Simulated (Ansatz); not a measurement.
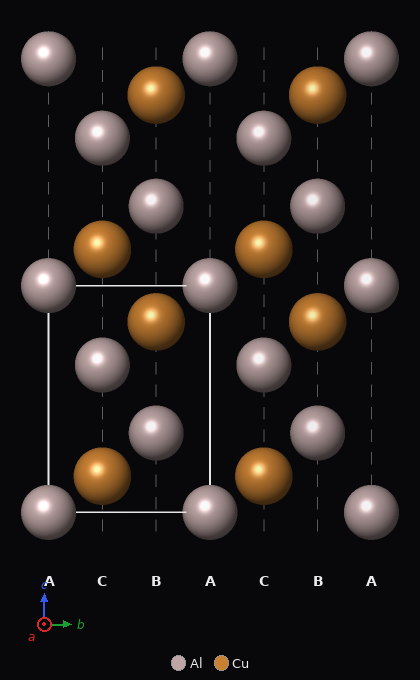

The picture looks along a close-packed row of the hexagonal mesh; c points upwards. The dashed lines mark the three columns A (0, 0), B (1/3, 2/3) and C (2/3, 1/3). The sequence starts with the first layer at or above the cell's origin.

The compound is Al₃Cu₂ (space group P-3m1, No. 164), taken as the end point of a relaxation with DFT r2SCAN, scalar-relativistic, plane waves, PAW in Ansatz.

List the layers of one repeat.

Answer. Al(A) – Cu(C) – Al(B) – Al(C) – Cu(B) (five layers in 4.99 Å).
